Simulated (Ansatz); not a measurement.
# TiO2: starts and ends of a spin-polarised SCF

Is TiO2 magnetic at this level, in which order, and do all starts find it? Single-point runs from several starts follow. We look at TiO$_{2}$: the coordinates of a database entry, unrelaxed (space group P4_2/mnm), with 6 atoms per cell. Source: COD entry 1530150; the sample's temperature and pressure aren't taken into account.

Computed with Ansatz 0.2.0 (DFT PBE, PAW, plane waves, scalar-relativistic, unless a step's input says otherwise).

## 1. The structure to begin with

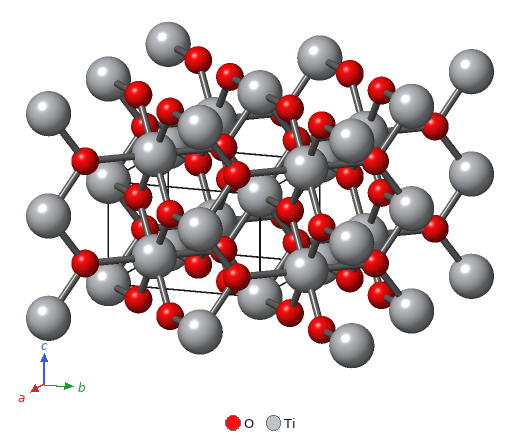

Start, viewed slightly off an axis; oxygen red, titanium light grey. 2×2×2 cells are drawn. Atoms on the faces are drawn again on the opposite ones.

Coordinates:

```cif
data_structure
_symmetry_space_group_name_H-M 'P4_2/mnm'
_symmetry_Int_Tables_number 136
_cell_length_a 4.5900
_cell_length_b 4.5900
_cell_length_c 2.9600
_cell_angle_alpha 90.000
_cell_angle_beta 90.000
_cell_angle_gamma 90.000
_cell_volume 62.36
loop_
_atom_site_label
_atom_site_type_symbol
_atom_site_symmetry_multiplicity
_atom_site_Wyckoff_symbol
_atom_site_fract_x
_atom_site_fract_y
_atom_site_fract_z
_atom_site_occupancy
O1 O 4 f 0.32700 0.32700 0.00000 1
Ti1 Ti 2 a 0.00000 0.00000 0.00000 1
```

In tables a label like Ti6 counts atoms in the order of input.yaml; a structure file may count by element.

The first starts: parallel moments, plain SCF; opposed moments +-, plain SCF; no spin polarisation; spin on, no moments given (the program may seed its own), plain SCF. Further starts follow from what these give.

“Plain SCF” means no search for lower states. Ends within 0.2 meV/atom and 0.1 μB count as one state.

The total moment includes the space between the atomic spheres.

## 2. Parallel moments, plain SCF

The input, input.yaml:

```yaml
crystal:
  lattice:
    - [4.59, 0.0, 0.0]
    - [0.0, 4.59, 0.0]
    - [0.0, 0.0, 2.96]
  atoms:
    - { symbol: O, position: [0.327, 0.327, 0.0] }
    - { symbol: O, position: [0.173, 0.827, 0.5] }
    - { symbol: O, position: [0.673, 0.673, 0.0] }
    - { symbol: O, position: [0.827, 0.173, 0.5] }
    - { symbol: Ti, position: [0.0, 0.0, 0.0], spin: 1.0 }
    - { symbol: Ti, position: [0.5, 0.5, 0.5], spin: 1.0 }
magnetization:
  spin_polarized: true
hamiltonian:
  xc: pbe
  pseudopotentials: { kind: paw }
basis:
  ecutwfc: 420
kpoints:
  mp_grid: { grid: [5, 5, 8] }
scf:
  occupations: { method: gaussian, width: 0.05 }
  lower_state_search: "off"
output:
  forces: true
  stress: true
```

Output, cut to the lines that bear on the results:

```text
[...]
Pseudopotentials: kind: paw
Pseudopotential: O, paw, valence charge 6, recommended cutoff 420 eV (normal), O.paw.azcp
Pseudopotential: Ti, paw, valence charge 12, recommended cutoff 420 eV (normal), Ti.paw.azcp
Functional definition: PBE
[...]
Crystal: 6 atoms, lattice volume = 62.362 Å³
Basis set: ecut = 420 eV, 1217 PW (Γ), exchange–correlation on 64×64×40 points (8 copies of the dense FFT grid, shifted against one another)
Bands: 31, of which v1, the nominal top of the filled ones, is band 24 counted from 1 (23 counted from 0)
Symmetry: 16 space group operations
Space group: P42/mnm (ITA 136), of the structure as read, at distance tolerance 4.0e-5 Å
Magnetic group: BNS 136.495 (UNI 1155), of the structure as read, at distance tolerance 4.0e-5 Å
k-points: 30 of 200
[...]
Starting moments: Σ|m| = 2 μB on 2 of 6 sites
[...]
SCF iter   1: F=—  HF=-7276.613569 eV  |F-HF|=—  |Δ(HF+E_count)|=         —  Δρ=6.10e-2 (↑5.91e-2 ↓6.10e-2)  dr2=3.74e0  dr2_m=1.19e0  M=0.000 μB ∫|m|=0.428 μB  β_m=0.30  ethr=3.10e-3  ⟨swp⟩=5.5  Hψ=7384  notcnv=0
[...]
spin=Collinear: Resta preconditioning applied to the charge; magnetization (m = ρ↑ − ρ↓) channel mixes plain (no charge-response kernel on spin).
[...]
spin-set hold released at iteration 8 (site moments contracting): the magnetisation degrees of freedom join the quasi-Newton model from the next iteration; the mixer history was flushed
[...]
SCF iter  15: F=-7276.221455 eV  HF=-7276.221455 eV  |F-HF|=3.10e-10  |Δ(HF+E_count)|=   2.80e-9  Δρ=4.56e-7 (↑4.56e-7 ↓3.20e-7)  dr2=3.52e-10  dr2_m=3.37e-11  M=0.000 μB ∫|m|=0.000 μB  ethr=7.39e-12  ⟨swp⟩=1.0  Hψ=4598  notcnv=0
WARN: the starting moments were not kept: the SCF closed with an absolute magnetisation of 7.4e-6 μB, where they sum to 2 μB in size (2 sites). That is at most 0.1 of that sum. Measured as dr2_m measures the in/out step, that magnetisation stands 1.0e-11 eV from none, at or under the [...]
SCF converged after 15 iterations
Magnetization: 0.0000 μB (24.0000 up, 24.0000 down)
Absolute magnetization: 0.0000 μB (∫|ρ↑−ρ↓|, with the PAW one-centre terms)
Spin contamination: 0.0000 ħ² per cell (⟨S²⟩ above its minimum at these occupations)
Per-site moments (μB) at R_I (Å): [(9.021458613894826e-7, 0.7663506586772344), (9.021458613926794e-7, 0.7663506586772345), (9.021458614162696e-7, 0.7663506586772345), (9.021458614692401e-7, 0.7663506586772345), (-4.869711989906619e-7, 0.7663506586772345), (-4.869711989808484e-7, [...]
Free energy (F): -7276.221455 eV
[...]
E sigma→0 (E₀):  -7276.221455 eV
Fermi energy:    10.103909 eV
[...]
--- Forces (eV/Å), atoms counted from 1 ---
  atom   1  O     -2.75827278    -2.75827278     0.00000000
  atom   2  O      2.75827278    -2.75827278     0.00000000
  atom   3  O      2.75827278     2.75827278     0.00000000
  atom   4  O     -2.75827278     2.75827278     0.00000000
  atom   5  Ti     0.00000000    -0.00000000     0.00000000
  atom   6  Ti     0.00000000     0.00000000     0.00000000
[...]
--- Stress (GPa, compression-positive) ---
       17.957857       0.000000       0.000000
        0.000000      17.957857       0.000000
        0.000000       0.000000      24.242195
  P = ⅓ Tr σ = 20.0526 GPa (200.526 kbar)
```

Run time: 8.1 s. Hardware: 2 threads of an x86-64 CPU, shared host; peak memory 0.43 GiB.

The state reached is non-magnetic, a gap of 2.35 eV on the k-mesh.

## 3. Opposed moments +-, plain SCF

input.yaml: that of step 2 with these lines changed.

```diff
@@ -11,3 +11,3 @@
     - { symbol: Ti, position: [0.0, 0.0, 0.0], spin: 1.0 }
-    - { symbol: Ti, position: [0.5, 0.5, 0.5], spin: 1.0 }
+    - { symbol: Ti, position: [0.5, 0.5, 0.5], spin: -1.0 }
 magnetization:
```

Output, cut to the lines that bear on the results:

```text
[... 12 lines as in an earlier run ...]
Symmetry: 8 space group operations
Space group: Cmmm (ITA 65), of the structure as read, at distance tolerance 4.0e-5 Å
Magnetic group: BNS 136.498 (UNI 1158), of the structure as read, at distance tolerance 4.0e-5 Å
k-points: 45 of 200
[... 6 lines as in an earlier run ...]
Starting moments: Σ|m| = 2 μB on 2 of 6 sites
Starting magnetic order: altermagnet, d-wave, planar spin-momentum locking; spin-degenerate planes through Γ normal to [0 1 0], [1 0 0] of the run's lattice
[... 2 lines as in an earlier run ...]
SCF iter   1: F=—  HF=-7276.628549 eV  |F-HF|=—  |Δ(HF+E_count)|=         —  Δρ=5.92e-2 (↑5.92e-2 ↓5.92e-2)  dr2=3.73e0  dr2_m=1.14e0  M=0.000 μB ∫|m|=0.370 μB  β_m=0.30  ethr=3.10e-3  ⟨swp⟩=5.5  Hψ=11129  notcnv=0
[...]
[... 1 line as in an earlier run ...]
[...]
spin-set hold released at iteration 8 (site moments contracting): the magnetisation degrees of freedom join the quasi-Newton model from the next iteration; the mixer history was flushed
[...]
SCF iter  15: F=-7276.221455 eV  HF=-7276.221455 eV  |F-HF|=2.32e-10  |Δ(HF+E_count)|=   4.60e-9  Δρ=4.60e-7 (↑4.60e-7 ↓4.29e-7)  dr2=4.50e-10  dr2_m=4.10e-11  M=0.000 μB ∫|m|=0.000 μB  ethr=1.04e-11  ⟨swp⟩=1.1  Hψ=7142  notcnv=0
WARN: the starting moments were not kept: the SCF closed with an absolute magnetisation of 5.6e-6 μB, where they sum to 2 μB in size (2 sites). That is at most 0.1 of that sum. Measured as dr2_m measures the in/out step, that magnetisation stands 8.6e-12 eV from none, at or under the [...]
SCF converged after 15 iterations
Magnetization: 0.0000 μB (24.0000 up, 24.0000 down)
Absolute magnetization: 0.0000 μB (∫|ρ↑−ρ↓|, with the PAW one-centre terms)
Spin contamination: 0.0000 ħ² per cell (⟨S²⟩ above its minimum at these occupations)
Per-site moments (μB) at R_I (Å): [(-8.400489508047689e-7, 0.7663506586772344), (8.410630925109986e-7, 0.7663506586772345), (-8.400489508495688e-7, 0.7663506586772345), (8.410630924404776e-7, 0.7663506586772345), (-5.02754199313027e-8, 0.7663506586772345), (5.2423439082961904e-8, [...]
Free energy (F): -7276.221455 eV
[...]
E sigma→0 (E₀):  -7276.221455 eV
Fermi energy:    10.103903 eV
[... 28 lines left out: energy terms, forces, stress ...]
```

It took 12 s on 2 threads of an x86-64 CPU, shared host; peak memory 0.48 GiB.

The run ends in the same state as step 2 (non-magnetic); it took 15 iterations.

## 4. No spin polarisation

input.yaml: that of step 3 with these lines changed.

```diff
@@ -10,6 +10,4 @@
     - { symbol: O, position: [0.827, 0.173, 0.5] }
-    - { symbol: Ti, position: [0.0, 0.0, 0.0], spin: 1.0 }
-    - { symbol: Ti, position: [0.5, 0.5, 0.5], spin: -1.0 }
-magnetization:
-  spin_polarized: true
+    - { symbol: Ti, position: [0.0, 0.0, 0.0] }
+    - { symbol: Ti, position: [0.5, 0.5, 0.5] }
 hamiltonian:
```

Output, cut to the lines that bear on the results:

```text
[... 11 lines as in an earlier run ...]
Bands: 30, of which v1, the nominal top of the filled ones, is band 24 counted from 1 (23 counted from 0)
[... 8 lines as in an earlier run ...]
[...]
[... 2 lines as in an earlier run ...]
SCF iter   1: F=—  HF=-7276.220261 eV  |F-HF|=—  |Δ(HF+E_count)|=         —  Δρ=3.27e-3  dr2=2.26e-3  ethr=1.77e-3  ⟨swp⟩=4.9  Hψ=3597  notcnv=0
[...]
SCF iter   7: F=-7276.221455 eV  HF=-7276.221455 eV  |F-HF|=1.06e-8  |Δ(HF+E_count)|=   1.92e-7  Δρ=3.52e-6  dr2=8.40e-9  ethr=2.08e-10  ⟨swp⟩=4.0  Hψ=2864  notcnv=0
[...]
SCF converged after 7 iterations
Free energy (F): -7276.221455 eV
[...]
E sigma→0 (E₀):  -7276.221455 eV
Fermi energy:    10.103876 eV
[... 28 lines left out: energy terms, forces, stress ...]
```

Run time: 2.1 s. Hardware: 2 threads of an x86-64 CPU, shared host; peak memory 0.41 GiB.

Nothing new: the 7 iterations lead to the state found in step 2 (non-magnetic).

## 5. Spin on, no moments given (the program may seed its own), plain SCF

input.yaml: that of step 4 with these lines changed.

```diff
@@ -25 +25,3 @@
   stress: true
+magnetization:
+  spin_polarized: true
```

Output, cut to the lines that bear on the results:

```text
band count auto-derived: 32 (N_el = 48.0; filled up to band 24; 30 by the electrons, moments and atoms)
[... 11 lines as in an earlier run ...]
Bands: 32, of which v1, the nominal top of the filled ones, is band 24 counted from 1 (23 counted from 0)
[... 11 lines as in an earlier run ...]
SCF iter   1: F=—  HF=-7276.990185 eV  |F-HF|=—  |Δ(HF+E_count)|=         —  Δρ=3.91e-2 (↑3.91e-2 ↓3.91e-2)  dr2=3.76e0  dr2_m=0.00e0  M=0.000 μB ∫|m|=0.000 μB  β_m=0.30  ethr=3.10e-3  ⟨swp⟩=6.0  Hψ=3827  notcnv=0
[...]
[... 1 line as in an earlier run ...]
[...]
SCF iter  12: F=-7276.221455 eV  HF=-7276.221455 eV  |F-HF|=3.65e-8  |Δ(HF+E_count)|=   6.50e-7  Δρ=3.66e-6 (↑3.66e-6 ↓3.66e-6)  dr2=2.52e-8  dr2_m=0.00e0  M=0.000 μB ∫|m|=0.000 μB  ethr=2.08e-10  ⟨swp⟩=2.9  Hψ=3259  notcnv=0
[...]
SCF converged after 12 iterations
Magnetization: 0.0000 μB (24.0000 up, 24.0000 down)
Absolute magnetization: 0.0000 μB (∫|ρ↑−ρ↓|)
Spin contamination: 0.0000 ħ² per cell (⟨S²⟩ above its minimum at these occupations)
Per-site moments (μB) at R_I (Å): [(0.0, 0.7663506586772344), (0.0, 0.7663506586772345), (0.0, 0.7663506586772345), (0.0, 0.7663506586772345), (0.0, 0.7663506586772345), (0.0, 0.7663506586772344)]
Free energy (F): -7276.221455 eV
[...]
E sigma→0 (E₀):  -7276.221455 eV
Fermi energy:    10.103923 eV
[... 28 lines left out: energy terms, forces, stress ...]
```

It took 3.8 s on 2 threads of an x86-64 CPU, shared host; peak memory 0.43 GiB.

Nothing new: the 12 iterations lead to the state found in step 2 (non-magnetic).

## 6. Parallel moments scaled by 1.5, plain SCF

input.yaml: that of step 5 with these lines changed.

```diff
@@ -10,4 +10,6 @@
     - { symbol: O, position: [0.827, 0.173, 0.5] }
-    - { symbol: Ti, position: [0.0, 0.0, 0.0] }
-    - { symbol: Ti, position: [0.5, 0.5, 0.5] }
+    - { symbol: Ti, position: [0.0, 0.0, 0.0], spin: 1.5 }
+    - { symbol: Ti, position: [0.5, 0.5, 0.5], spin: 1.5 }
+magnetization:
+  spin_polarized: true
 hamiltonian:
@@ -25,3 +27 @@
   stress: true
-magnetization:
-  spin_polarized: true
```

Output, cut to the lines that bear on the results:

```text
[... 22 lines as in an earlier run ...]
Starting moments: Σ|m| = 3 μB on 2 of 6 sites
[... 2 lines as in an earlier run ...]
SCF iter   1: F=—  HF=-7276.140590 eV  |F-HF|=—  |Δ(HF+E_count)|=         —  Δρ=8.00e-2 (↑7.75e-2 ↓8.00e-2)  dr2=3.72e0  dr2_m=2.68e0  M=0.000 μB ∫|m|=0.642 μB  β_m=0.30  ethr=3.10e-3  ⟨swp⟩=6.0  Hψ=7625  notcnv=0
[...]
[... 1 line as in an earlier run ...]
[...]
spin-set hold released at iteration 8 (site moments contracting): the magnetisation degrees of freedom join the quasi-Newton model from the next iteration; the mixer history was flushed
[...]
SCF iter  15: F=-7276.221455 eV  HF=-7276.221455 eV  |F-HF|=2.90e-10  |Δ(HF+E_count)|=   3.51e-9  Δρ=3.51e-7 (↑3.51e-7 ↓3.38e-7)  dr2=4.28e-10  dr2_m=1.18e-11  M=0.000 μB ∫|m|=0.000 μB  ethr=8.27e-12  ⟨swp⟩=1.0  Hψ=4616  notcnv=0
WARN: the starting moments were not kept: the SCF closed with an absolute magnetisation of 3.8e-6 μB, where they sum to 3 μB in size (2 sites). That is at most 0.1 of that sum. Measured as dr2_m measures the in/out step, that magnetisation stands 2.5e-12 eV from none, at or under the [...]
SCF converged after 15 iterations
Magnetization: 0.0000 μB (24.0000 up, 24.0000 down)
Absolute magnetization: 0.0000 μB (∫|ρ↑−ρ↓|, with the PAW one-centre terms)
Spin contamination: 0.0000 ħ² per cell (⟨S²⟩ above its minimum at these occupations)
Per-site moments (μB) at R_I (Å): [(4.69595463815646e-7, 0.7663506586772344), (4.695954638216172e-7, 0.7663506586772345), (4.6959546377239704e-7, 0.7663506586772345), (4.6959546381693996e-7, 0.7663506586772345), (-3.041239744348014e-7, 0.7663506586772345), (-3.041239743646651e-7, [...]
Free energy (F): -7276.221455 eV
[...]
E sigma→0 (E₀):  -7276.221455 eV
Fermi energy:    10.103905 eV
[... 28 lines left out: energy terms, forces, stress ...]
```

Run time: 8.6 s. Hardware: 2 threads of an x86-64 CPU, shared host; peak memory 0.44 GiB.

This is the state of step 2 again (non-magnetic), after 15 iterations.

## 7. Comparing the starts

```tsv
step	iterations	state	moments of Ti5 Ti6 (μB)	total (μB)	gap (eV)	pressure (GPa)	above lowest (meV/atom)
2	15	1	0.00 0.00	0.00	2.35	20.1	0.0
3	15	1	0.00 0.00	0.00	2.35	20.1	0.0
4	7	1	0.00 0.00	0.00	2.35	20.1	0.0
5	12	1	0.00 0.00	0.00	2.35	20.1	0.0
6	15	1	0.00 0.00	0.00	2.35	20.1	0.0
```

States are numbered from the lowest. Starts by step: 2 parallel moments, plain SCF; 3 opposed moments +-, plain SCF; 4 no spin polarisation; 5 spin on, no moments given (the program may seed its own), plain SCF; 6 parallel moments scaled by 1.5, plain SCF.

The 5 runs of this session took 35 s in all, from 2.1 s to 12 s each.

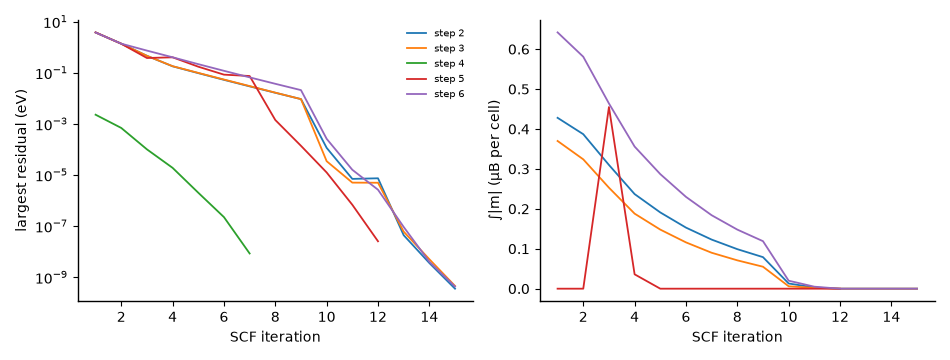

Residual and absolute moment along the iterations.

## 8. Outcome

```
         quantity                    value
  distinct states  1 from 5 converged runs
     lowest state             non-magnetic
     total moment         0.00 μB per cell
gap on the k-mesh                  2.35 eV
         pressure                 20.1 GPa
    largest force               3.901 eV/Å
```

**Reading.** 5 runs converged, all to one state. Spin polarisation gains nothing here: every starting moment dies out. These are lowest states among those tried, not proven ground states. Forces or pressure are large in this cell, so the entry is far from the computed equilibrium and may be faulty or of a sample under other conditions.
